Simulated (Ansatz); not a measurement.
**Run report: Al₃Cu, band-structure calculation**

System: Al₃Cu (P4/mmm, 4 atoms in the cell).
Method: DFT PBEsol, scalar-relativistic, plane waves, PAW, no spin polarisation (Ansatz 0.2.0).

The structure derives from a Materials Project entry. Figures and captions count atoms from 1; the log counts them from 0 in places.

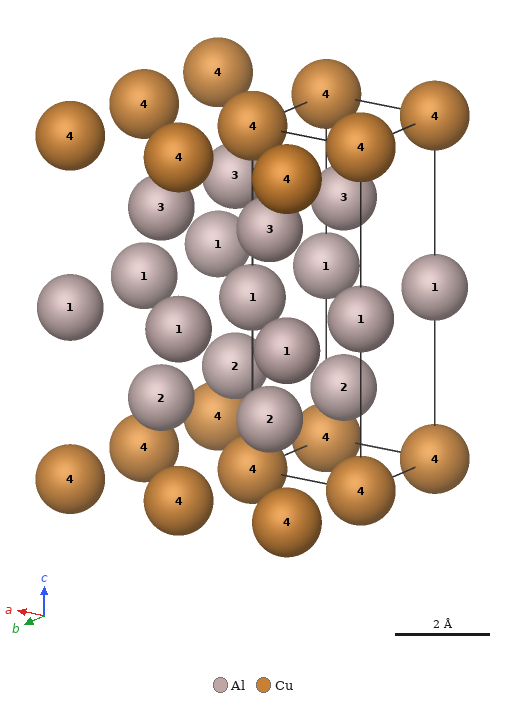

Fig. 1: The structure as given in the input (spheres-only view of the cell of the calculation, repeated 2 × 2 × 1, seen at an oblique angle; atoms are numbered from 1 in the order of the input).

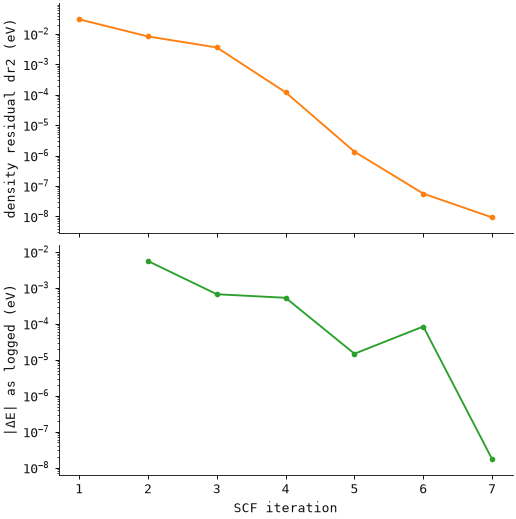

Fig. 2: Convergence of the self-consistent field: density residual dr2 and size of the energy change against the SCF iteration. The residual falls at every step.

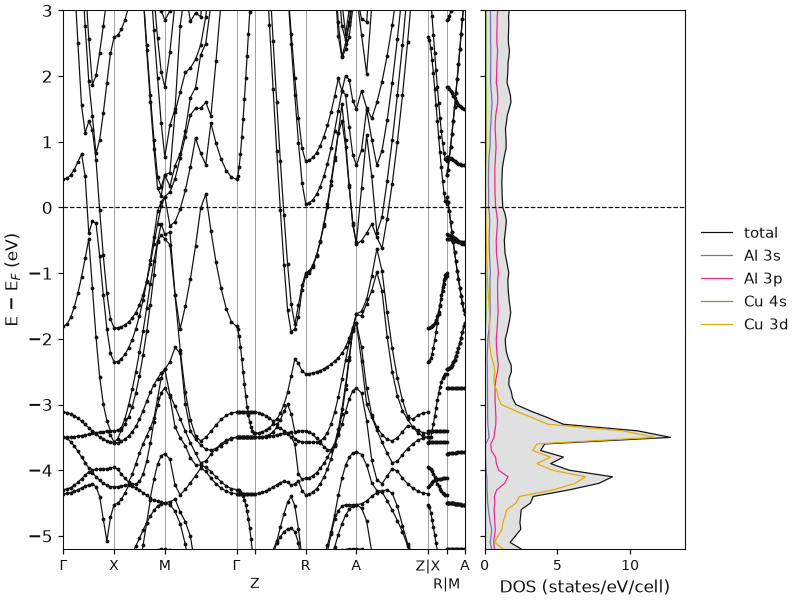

Fig. 3: Band structure along Γ–X–M–Γ–Z–R–A–Z|X–R|M–A and density of states (projected on Löwdin-orthogonalised atomic shells), with energies from the Fermi level. Bands cross the Fermi level: a metal at this level of theory.

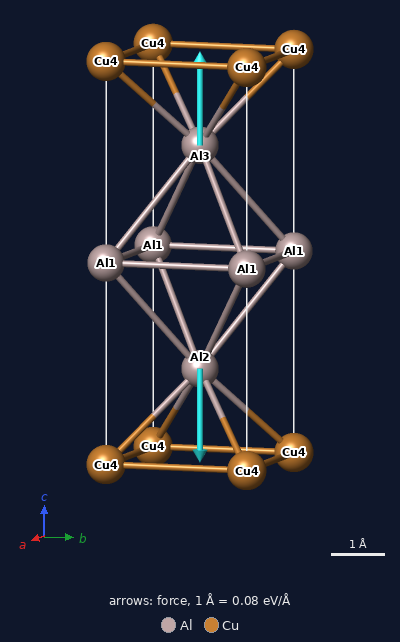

Fig. 4: Forces on the atoms as teal arrows (ball-and-stick view of the cell of the calculation, seen slightly off an axis; atoms are numbered from 1 in the order of the input). The largest act on Al2, Al3 (0.14 eV/Å). The geometry is not a stationary point of this energy.

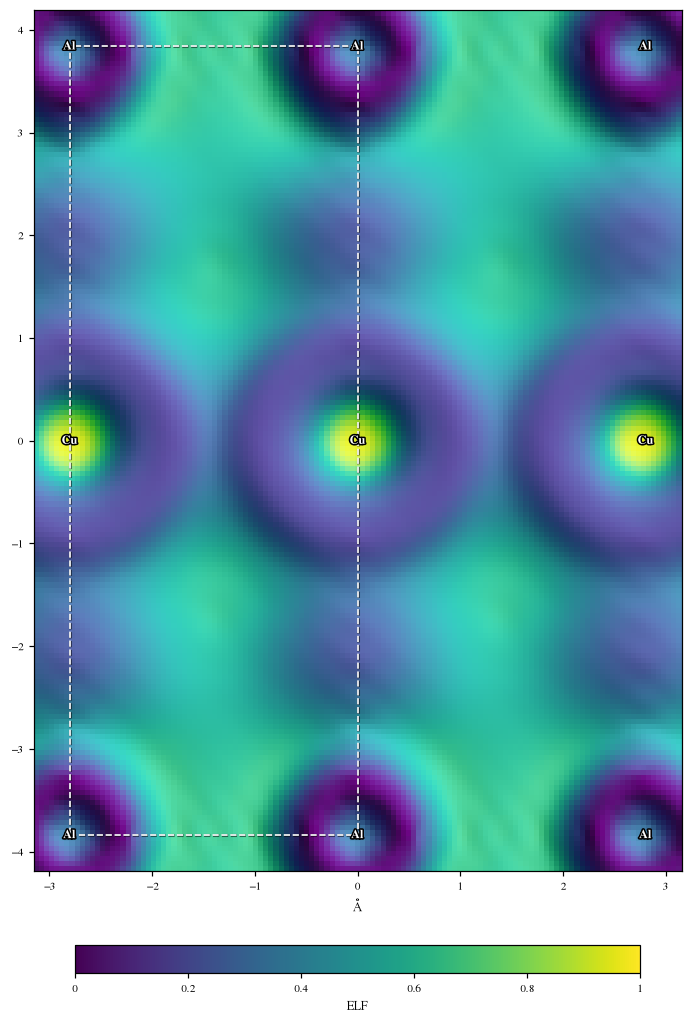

Fig. 5: ELF on the (010) plane of the conventional cell. Al–Al (2.80 Å): the ELF is about 0.65 at the midpoint (no localised pair between them). Cu–Cu (2.80 Å): the ELF is about 0.25 at the midpoint; no shared electron pair. The strong features right at Cu lie inside the PAW spheres (semicore, d or f shells) and say nothing about bonding. Core electrons are frozen (PAW), so the fields are smoothed inside the atomic spheres.

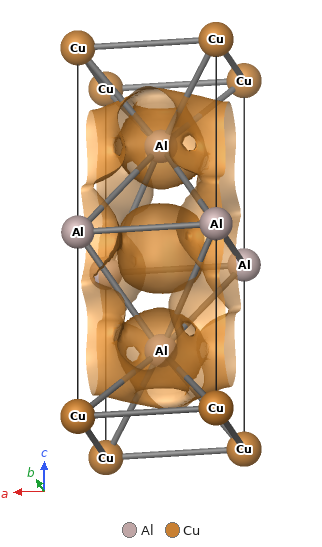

Fig. 6: Isosurface of the electron localisation function at 0.5 (orange), seen at an oblique angle. Core shells and regions of very low density are left out. Sticks mark near contacts. The outline is the cell set on symmetry axes. Profiles from the grid: Al–Cu (2.62 Å): the ELF is about 0.45 at the midpoint (no shared electron pair). Al–Al (2.80 Å): the ELF is about 0.65 at the midpoint (no localised pair between them).

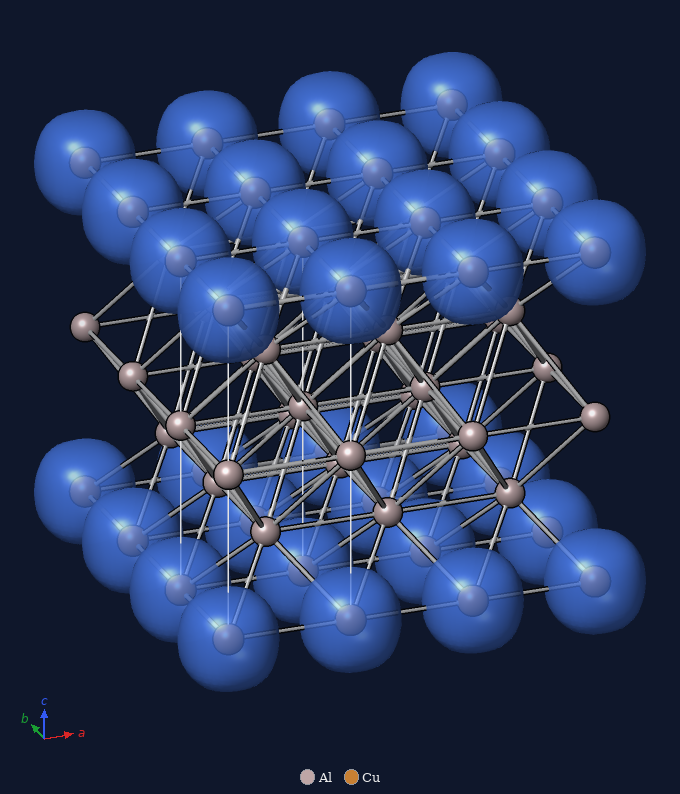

Fig. 7: Isosurface of the valence pseudo-density at 0.3 e/Å³ (blue), seen at an oblique angle. Sticks mark near contacts. The outline is the cell set on symmetry axes. At this value the density breaks into separate islands; it holds about 65 % of the electrons treated as valence (semicore included). It is pinched off along the Al–Cu (2.62 Å), Al–Al (2.80 Å), Cu–Cu (2.80 Å) and Al–Al (2.91 Å) contacts. On the grid the lowest density along these lines, outside the cores, is 0.23 e/Å³ (Al–Cu, 2.62 Å), 0.21 e/Å³ (Al–Al, 2.80 Å), 0.22 e/Å³ (Cu–Cu, 2.80 Å) and 0.19 e/Å³ (Al–Al, 2.91 Å).

The input that produced these results follows, with the program's output.

## Input
```yaml
crystal:
  lattice:
    - [2.8029787992, 0.0, 0.0]
    - [0.0, 2.8029787992, 0.0]
    - [0.0, 0.0, 7.6757986744]
  atoms:
    - { symbol: Al, position: [0.0, 0.0, 0.5] }
    - { symbol: Al, position: [0.5, 0.5, 0.2227835996] }
    - { symbol: Al, position: [0.5, 0.5, 0.7772164004] }
    - { symbol: Cu, position: [0.0, 0.0, 0.0] }
basis:
  ecutwfc: 420
kpoints:
  mp_grid: { grid: [16, 16, 6] }
  band_path:
    path:
      - [[0.0, 0.0, 0.0], [0.0, 0.5, 0.0], [0.5, 0.5, 0.0], [0.0, 0.0, 0.0], [0.0, 0.0, 0.5], [0.0, 0.5, 0.5], [0.5, 0.5, 0.5], [0.0, 0.0, 0.5]]
      - [[0.0, 0.5, 0.0], [0.0, 0.5, 0.5]]
      - [[0.5, 0.5, 0.0], [0.5, 0.5, 0.5]]
    npoints: 14
hamiltonian:
  xc: pbesol
scf:
  occupations: { method: gaussian, width: 0.1 }
  n_extra_bands: 10
output:
  forces: true
  stress: true
  eigenvalues: true
  populations: true
  dos: { projected: true, de: 0.02, nscf_kmesh: { grid: [24, 24, 9] } }
  bader: true
  write_density: true
  write_potential: true
  elf: true
  volumetric_format: npy
```

Launch command:
```bash
ansatz run input.yaml --threads 1 --pin off --max-ram 2560MiB --backend cpu --events-out ev --progress --plain --runs-dir out
```

## Log
```
scf.n_extra_bands = 10 over 14 filled bands (N_el = 28.0): the run solves 24 bands
Engine: ansatz 0.2.0, x86_64-unknown-linux-gnu
Pseudopotentials: kind: paw
Pseudopotential: Al, paw, valence charge 3, recommended cutoff 420 eV (normal), Al.paw.azcp
Pseudopotential: Cu, paw, valence charge 19, recommended cutoff 420 eV (normal), Cu.paw.azcp
Functional definition: PBEsol
  exchange = pbesol_x
  correlation = pbesol_c
Crystal: 4 atoms, lattice volume = 60.306 Å³
Basis set: ecut = 420 eV, 1205 PW (Γ), exchange–correlation on 40×40×108 points (8 copies of the dense FFT grid, shifted against one another)
Bands: 24, of which v1, the nominal top of the filled ones, is band 14 counted from 1 (13 counted from 0)
Symmetry: 16 space group operations
Space group: P4/mmm (ITA 123), of the structure as read, at distance tolerance 3.9e-5 Å
k-points: 180 of 1536
Non-local potential: Al, projectors of the file, l = 0: 2, l = 1: 2, l = 2: 1
Non-local potential: Cu, projectors of the file, l = 0: 3, l = 1: 2, l = 2: 3, l = 3: 1
PAW form: soft (Blöchl's): semilocal exchange-correlation on the pseudo side does not see the compensation charge
PAW frozen core: Al, regenerated for the run's functional, and the local potential with it (the file was generated under x = pbe(κ = 0.804, μ = 0.2195149727645171), c = pbe(β = 0.06672455060314922))
PAW frozen core: Cu, regenerated for the run's functional, and the local potential with it (the file was generated under x = pbe(κ = 0.804, μ = 0.2195149727645171), c = pbe(β = 0.06672455060314922))
PAW one-centre angular grid: Al, 110 points (default); XC on 64 Gauss nodes
PAW one-centre angular grid: Cu, 590 points (default); XC on 64 Gauss nodes
Initial density: superposition of atomic densities (neutral atoms: chi_scale 0, normalization atom), corrected by the library's trained network
Initial wavefunctions: pseudopotential atomic-orbital guess
Functional: x = pbesol(κ = 0.804, μ = 0.12345679012345678), c = pbesol(β = 0.046)
SCF iter   1: F=—  HF=-8162.786278 eV  |F-HF|=—  |Δ(HF+E_count)|=         —  Δρ=7.98e-3  dr2=3.01e-2  ethr=1.77e-3  ⟨swp⟩=5.9  Hψ=22404  notcnv=0  defer=165
preconditioner: auto → Kerker (q_TF=auto, 2.401 Å⁻¹)  [metal: Δε(μ)=0.002 eV  Ē_g=10.097 eV  σ=0.100 eV  W_gap=0.01  n_scr=16 (ndim 8)  ℏωp=21.4 eV  f_vac=0.000  D(μ)=1.67/eV (n_scr^D=8)]
SCF iter   2: F=—  HF=-8162.780719 eV  |F-HF|=—  |Δ(HF+E_count)|=   5.56e-3  Δρ=1.32e-3  dr2=8.25e-3  ethr=1.08e-4  ⟨swp⟩=2.0  Hψ=7409  notcnv=0  defer=228
SCF iter   3: F=—  HF=-8162.780056 eV  |F-HF|=—  |Δ(HF+E_count)|=   6.63e-4  Δρ=1.04e-3  dr2=3.58e-3  ethr=2.95e-5  ⟨swp⟩=1.0  Hψ=3660  notcnv=0  defer=228
SCF iter   4: F=—  HF=-8162.779527 eV  |F-HF|=—  |Δ(HF+E_count)|=   5.28e-4  Δρ=3.19e-4  dr2=1.20e-4  ethr=1.28e-5  ⟨swp⟩=1.4  Hψ=3775  notcnv=0  defer=228
SCF iter   5: F=—  HF=-8162.779513 eV  |F-HF|=—  |Δ(HF+E_count)|=   1.47e-5  Δρ=7.12e-5  dr2=1.34e-6  ethr=4.30e-7  ⟨swp⟩=1.5  Hψ=3788  notcnv=0  defer=228
SCF iter   6: F=—  HF=-8162.779597 eV  |F-HF|=—  |Δ(HF+E_count)|=   8.39e-5  Δρ=1.06e-5  dr2=5.63e-8  ethr=3.57e-10  ⟨swp⟩=10.5  Hψ=29814  notcnv=0
SCF iter   7: F=-8162.779597 eV  HF=-8162.779597 eV  |F-HF|=1.30e-8  |Δ(HF+E_count)|=   1.72e-8  Δρ=4.04e-6  dr2=9.25e-9  ethr=2.01e-10  ⟨swp⟩=6.9  Hψ=17809  notcnv=0
SCF 1 converged in 7 iterations: F = -8162.779597 eV  dr2 = 9.25e-9
  greatest PAW one-centre occupation: 1.000 electrons in one spin orbital (limit 2), on the Cu atom at site 3 (counted from 0), in its partial waves of l = 0
NSCF: frozen V_eff on 129 k-points
NSCF: frozen V_eff on 455 k-points
SCF converged after 7 iterations
Free energy (F): -8162.779597 eV
Harris-Foulkes:  -8162.779597 eV  (|F-HF|=1.30e-8)
Internal energy: -8162.771048 eV  (E = F + TS)
E sigma→0 (E₀):  -8162.775322 eV
Entropy (-TS):   -0.008548 eV (-2.137 meV/atom)
Fermi energy:    9.863818 eV
--- Per-component energies (eV) ---
  E_band       = -458.024658
  E_kinetic    = 369.126446
  E_local      = -7569.951044  (includes V_loc(G=0)·N_el)
  E_nonlocal   = 419.749934
  E_hartree    = 3491.685850
  E_xc         = -207.901607
  E_vxc        = -203.764772  (∫ρ·V_xc dr)
  E_paw        = -2988.400459  (= ΣΔE_a)
  E_vpaw       = -456.564353  (= ΣTr[D̂ρ^β])
  E_aug_tail   = 0.000253  (compensation charges beyond the density's cutoff)
  E_ewald      = -1677.344040
  E_core_change = 0.263619  (= ΣΔE_core)
  E_smearing   = -0.008548  (= −TS)
  E_closure    = 0.000000  (closes the sum)
  Σ components = -8162.779597   (vs F -8162.779597, Δ=0.00e0)
--- Forces (eV/Å), atoms counted from 1 ---
  atom   1  Al     0.00000000     0.00000000     0.00000000
  atom   2  Al     0.00000000     0.00000000    -0.14335593
  atom   3  Al     0.00000000     0.00000000     0.14335593
  atom   4  Cu    -0.00000000     0.00000000     0.00000000
  max |Σ_I F_I| component: 5.55e-17 eV/Å
--- Stress (GPa, compression-positive) ---
       -2.718632       0.000000       0.000000
        0.000000      -2.718632       0.000000
        0.000000       0.000000      -2.775259
  P = ⅓ Tr σ = -2.7375 GPa (-27.375 kbar)
--- Band table (eV; the first three rows and the last of 180) ---
  k-point 0: bands = ["-103.3477", "-60.9075", "-60.8295", "-60.8295", "-1.1694", "1.1801", "1.4931", "5.5065", "5.5693", "6.3636", "6.3636", "6.7477", "8.0534", "10.2921", "16.1717", "16.3621", "16.3621", "17.6986", "18.6602", "18.6602", "18.8476", "18.8476", "19.8260", "19.9908"]
  k-point 1: bands = ["-103.3477", "-60.9075", "-60.8295", "-60.8295", "-1.0990", "0.5696", "2.2226", "5.4828", "5.5065", "6.3635", "6.3635", "6.7477", "7.4291", "11.1166", "16.1702", "16.4293", "16.4293", "17.6756", "18.0340", "18.0340", "18.4873", "19.5925", "19.5925", "19.9006"]
  k-point 2: bands = ["-103.3477", "-60.9075", "-60.8295", "-60.8295", "-0.8888", "-0.0456", "3.1828", "5.0769", "5.5066", "6.3635", "6.3635", "6.6618", "6.7477", "12.6137", "16.1670", "16.5921", "16.6286", "16.6286", "17.4475", "17.4475", "17.6325", "20.0534", "20.2267", "20.5342"]
  k-point 179: bands = ["-103.3454", "-60.9044", "-60.8465", "-60.8465", "4.6666", "5.3378", "5.3378", "6.1444", "7.1148", "8.1046", "8.1046", "8.2426", "8.2426", "9.3042", "9.3320", "10.5046", "11.3645", "13.1279", "13.1279", "13.3828", "13.3828", "14.4685", "14.5762", "14.6147"]
--- Löwdin populations: 4 sites ---
  site symbol       q [e]
     0     Al      2.9465
     1     Al      3.2397
     2     Al      3.2397
     3     Cu     18.3490
  spilling = 0.008039 (of n_electrons = 28.000000)
--- Bader charges: 4 sites ---
  site symbol  charge [e]  shift [e]
     0     Al      0.0247     0.0000
     1     Al      0.5444     0.0001
     2     Al      0.5444     0.0001
     3     Cu     -1.1135     0.0002
  estimated error of the sums over rays = 3.2e-4 e
```

## Key numbers

| quantity | value |
| --- | --- |
| outcome | converged |
| space group (tolerance 0.01 Å) | P4/mmm (123) |
| electrons treated | 28 |
| free energy | −8162.7796 eV |
| Fermi energy | 9.864 eV |
| gap on the k-point mesh | none (metallic) |
| pressure | −2.74 GPa |
| largest force (length of the vector) | 0.143 eV/Å |
| hardware | 1 thread of Intel Xeon @ 2.50GHz (Skylake/Cascade Lake), 192 GiB of memory available, shared host |
| wall time | 92 s |
| peak memory | 0.68 GiB |
